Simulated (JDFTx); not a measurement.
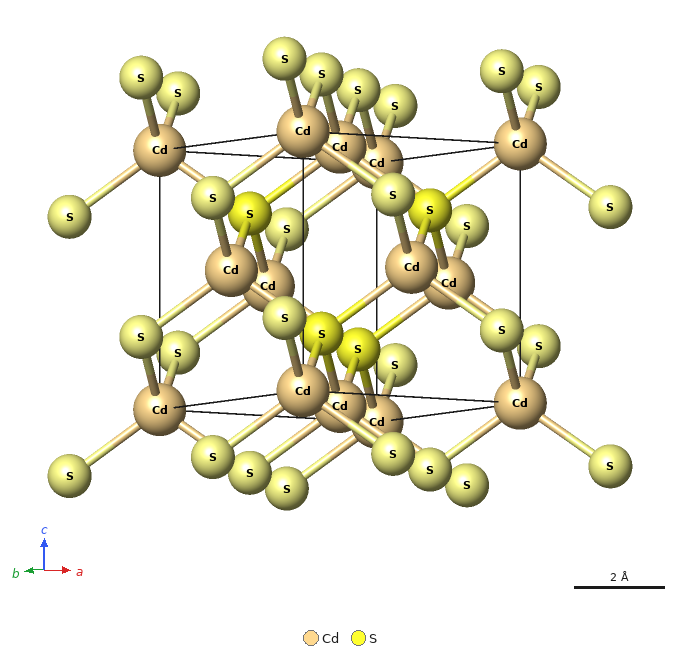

**Figure 1.** The structure as given in the input (ball-and-stick view of the cell 4 times as large as that of the calculation, set on its symmetry axes, seen at an oblique angle; neighbours outside the cell are drawn fainter).

**Band-structure run, with input and output: CdS**

- system: CdS (F-43m, 2 atoms in the cell)
- method: Kohn-Sham DFT of a periodic cell, SCAN, SG15-PBE-1.2, no spin polarisation (JDFTx 1.7.0 (patched build))

The structure derives from an entry of the Crystallography Open Database.

### Log
```
*************** JDFTx 1.7.0 (patched build) ***************

Input parsed successfully to the following command list (including defaults):
[... the input with its defaults ...]

---------- Initializing the Grid ----------
R =
[            0      5.51139      5.51139  ]
[      5.51139            0      5.51139  ]
[      5.51139      5.51139            0  ]
unit cell volume = 334.821
G =
[  -0.570019   0.570019   0.570019  ]
[   0.570019  -0.570019   0.570019  ]
[   0.570019   0.570019  -0.570019  ]
Minimum fftbox size, Smin = [  64  64  64  ]
Chosen fftbox size, S = [  64  64  64  ]

---------- Initializing tighter grid for wavefunction operations ----------
R =
[            0      5.51139      5.51139  ]
[      5.51139            0      5.51139  ]
[      5.51139      5.51139            0  ]
unit cell volume = 334.821
G =
[  -0.570019   0.570019   0.570019  ]
[   0.570019  -0.570019   0.570019  ]
[   0.570019   0.570019  -0.570019  ]
Minimum fftbox size, Smin = [  48  48  48  ]
Chosen fftbox size, S = [  48  48  48  ]

---------- Exchange Correlation functional ----------
Initialized LibXC exchange functional 'SCAN exchange of Sun, Ruzsinszky, and Perdew'
Initialized LibXC correlation functional 'SCAN correlation of Sun, Ruzsinszky, and Perdew'

---------- Setting up pseudopotentials ----------
Width of ionic core gaussian charges (only for fluid interactions / plotting) set to 0

Reading pseudopotential file 'pseudo/Cd.upf':
  'Cd' pseudopotential, 'PBE' functional
  Generated using ONCVPSP code by D. R. Hamann
  20 valence electrons, 0 orbitals, 6 projectors, 602 radial grid points, with lMax = 2
  Core radius for overlap checks: 2.66 bohrs.

Reading pseudopotential file 'pseudo/S.upf':
  'S' pseudopotential, 'PBE' functional
  Generated using ONCVPSP code by D. R. Hamann
  6 valence electrons, 0 orbitals, 4 projectors, 602 radial grid points, with lMax = 1
  Core radius for overlap checks: 1.63 bohrs.

Initialized 2 species with 2 total atoms.

Folded 50 k-points by 1x1x1 to 50 k-points.

---------- Setting up k-points, bands, fillings ----------
No reducable k-points.
Computing the number of bands and number of electrons
Calculating initial fillings.
nElectrons:  26.000000   nBands: 19   nStates: 50

----- Setting up reduced wavefunction bases (one per k-point) -----
average nbasis = 4046.460 , ideal nbasis = 4045.727

---------- Setting up ewald sum ----------
Optimum gaussian width for ewald sums = 2.503176 bohr.
Real space sum over 1331 unit cells with max indices [  5  5  5  ]
Reciprocal space sum over 2197 terms with max indices [  6  6  6  ]

---------- Allocating electronic variables ----------
Reading n from file 'run.n' ... done
Reading tau from file 'run.tau' ... done
Initializing wave functions:  (No orbitals for LCAO)  bandwidth-limited random numbers

----------- Band structure minimization -------------
Minimization will be done independently for each quantum number.

---- Minimization of quantum number:     0  [ +0.0000000 +0.0000000 +0.0000000 ]  0.040000000 ----
BandDavidson: Iter:   0  Eband: +0.410313600430463
BandDavidson: Iter:   1  Eband: +0.004192612245898  dEband: -4.061210e-01
BandDavidson: Iter:   2  Eband: -0.177559264500579  dEband: -1.817519e-01
BandDavidson: Iter:   3  Eband: -0.223284222659168  dEband: -4.572496e-02
[... 743 lines of inner loops ...]
BandDavidson: Iter:  10  Eband: -0.233356012716582  dEband: -2.404137e-06
BandDavidson: Iter:  11  Eband: -0.233356878622163  dEband: -8.659056e-07
BandDavidson: Converged (dEband<1.000000e-06)
	FillingsUpdate:  mu: +0.302653894  nElectrons: 26.000000

Dumping 'bands.eigStats' ...
	eMin: -3.553498 at state 23 ( [ +0.250000 +0.250000 +0.250000 ] spin 0 )
	HOMO: +0.276558 at state 20 ( [ +0.000000 +0.000000 +0.000000 ] spin 0 )
	mu  : +0.302654
	LUMO: +0.326265 at state 20 ( [ +0.000000 +0.000000 +0.000000 ] spin 0 )
	eMax: +0.786279 at state 9 ( [ +0.500000 +0.166667 -0.333333 ] spin 0 )
	HOMO-LUMO gap: +0.049707
	Optical gap  : +0.049707 at state 20 ( [ +0.000000 +0.000000 +0.000000 ] spin 0 )
Done!
```

This output came from the following input.

### Input file
```
include CdS.lattice
coords-type Lattice
include CdS.ionpos

ion-species pseudo/Cd.upf
ion-species pseudo/S.upf
elec-cutoff 40 320
elec-ex-corr mgga-x-scan mgga-c-scan
elec-smearing Fermi 0.0018374661
elec-n-bands 19
electronic-minimize nIterations 30 energyDiffThreshold 1e-06
davidson-band-ratio 1.3
forces-output-coords Cartesian
include path.kpoints
symmetries none
fix-electron-density run.$VAR

dump-name bands.$VAR
dump End Ecomponents EigStats BandEigs Kpoints Forces
```

### File CdS.lattice
```
lattice \
    0.0000000000     5.5113862425     5.5113862425 \
    5.5113862425     0.0000000000     5.5113862425 \
    5.5113862425     5.5113862425     0.0000000000
```

### File CdS.ionpos
```
ion Cd     0.0000000000     0.0000000000     0.0000000000 1
ion S      0.7500000000     0.7500000000     0.7500000000 1
```

### File path.kpoints
```
kpoint +0.0000000000 +0.0000000000 +0.0000000000 0.020000000000
kpoint +0.0714285714 +0.0000000000 +0.0714285714 0.020000000000
kpoint +0.1428571429 +0.0000000000 +0.1428571429 0.020000000000
kpoint +0.2142857143 +0.0000000000 +0.2142857143 0.020000000000
kpoint +0.2857142857 +0.0000000000 +0.2857142857 0.020000000000
kpoint +0.3571428571 +0.0000000000 +0.3571428571 0.020000000000
kpoint +0.4285714286 +0.0000000000 +0.4285714286 0.020000000000
kpoint +0.5000000000 +0.0000000000 +0.5000000000 0.020000000000
kpoint +0.5000000000 +0.0833333333 +0.5833333333 0.020000000000
kpoint +0.5000000000 +0.1666666667 +0.6666666667 0.020000000000
kpoint +0.5000000000 +0.2500000000 +0.7500000000 0.020000000000
kpoint +0.4375000000 +0.3125000000 +0.7500000000 0.020000000000
kpoint +0.3750000000 +0.3750000000 +0.7500000000 0.020000000000
kpoint +0.3281250000 +0.3281250000 +0.6562500000 0.020000000000
kpoint +0.2812500000 +0.2812500000 +0.5625000000 0.020000000000
kpoint +0.2343750000 +0.2343750000 +0.4687500000 0.020000000000
kpoint +0.1875000000 +0.1875000000 +0.3750000000 0.020000000000
kpoint +0.1406250000 +0.1406250000 +0.2812500000 0.020000000000
kpoint +0.0937500000 +0.0937500000 +0.1875000000 0.020000000000
kpoint +0.0468750000 +0.0468750000 +0.0937500000 0.020000000000
kpoint +0.0000000000 +0.0000000000 +0.0000000000 0.020000000000
kpoint +0.0833333333 +0.0833333333 +0.0833333333 0.020000000000
kpoint +0.1666666667 +0.1666666667 +0.1666666667 0.020000000000
kpoint +0.2500000000 +0.2500000000 +0.2500000000 0.020000000000
kpoint +0.3333333333 +0.3333333333 +0.3333333333 0.020000000000
kpoint +0.4166666667 +0.4166666667 +0.4166666667 0.020000000000
kpoint +0.5000000000 +0.5000000000 +0.5000000000 0.020000000000
kpoint +0.5250000000 +0.4500000000 +0.5250000000 0.020000000000
kpoint +0.5500000000 +0.4000000000 +0.5500000000 0.020000000000
kpoint +0.5750000000 +0.3500000000 +0.5750000000 0.020000000000
kpoint +0.6000000000 +0.3000000000 +0.6000000000 0.020000000000
kpoint +0.6250000000 +0.2500000000 +0.6250000000 0.020000000000
kpoint +0.5625000000 +0.2500000000 +0.6875000000 0.020000000000
kpoint +0.5000000000 +0.2500000000 +0.7500000000 0.020000000000
kpoint +0.5000000000 +0.2916666667 +0.7083333333 0.020000000000
kpoint +0.5000000000 +0.3333333333 +0.6666666667 0.020000000000
kpoint +0.5000000000 +0.3750000000 +0.6250000000 0.020000000000
kpoint +0.5000000000 +0.4166666667 +0.5833333333 0.020000000000
kpoint +0.5000000000 +0.4583333333 +0.5416666667 0.020000000000
kpoint +0.5000000000 +0.5000000000 +0.5000000000 0.020000000000
kpoint +0.4791666667 +0.4791666667 +0.5416666667 0.020000000000
kpoint +0.4583333333 +0.4583333333 +0.5833333333 0.020000000000
kpoint +0.4375000000 +0.4375000000 +0.6250000000 0.020000000000
kpoint +0.4166666667 +0.4166666667 +0.6666666667 0.020000000000
kpoint +0.3958333333 +0.3958333333 +0.7083333333 0.020000000000
kpoint +0.3750000000 +0.3750000000 +0.7500000000 0.020000000000
kpoint +0.6250000000 +0.2500000000 +0.6250000000 0.020000000000
kpoint +0.5833333333 +0.1666666667 +0.5833333333 0.020000000000
kpoint +0.5416666667 +0.0833333333 +0.5416666667 0.020000000000
kpoint +0.5000000000 +0.0000000000 +0.5000000000 0.020000000000
```

Launched with:
```bash
jdftx -c 1 -i bands.in -o bands.out
```

### Key numbers

- outcome: converged
- space group (tolerance 0.01 Å): F-43m (216)
- electrons treated: 26
- gap on the band path: 1.35 eV
- hardware: 1 thread of Arm Neoverse V2, 24 GiB of memory available, shared host
- wall time: 3.2 min
- peak memory: 0.13 GiB

### Remarks

Points of doubt noted for this run: coarse mesh; metagga forces on grid. The k-point mesh is coarse for a cell of this size, so the results may not be converged.
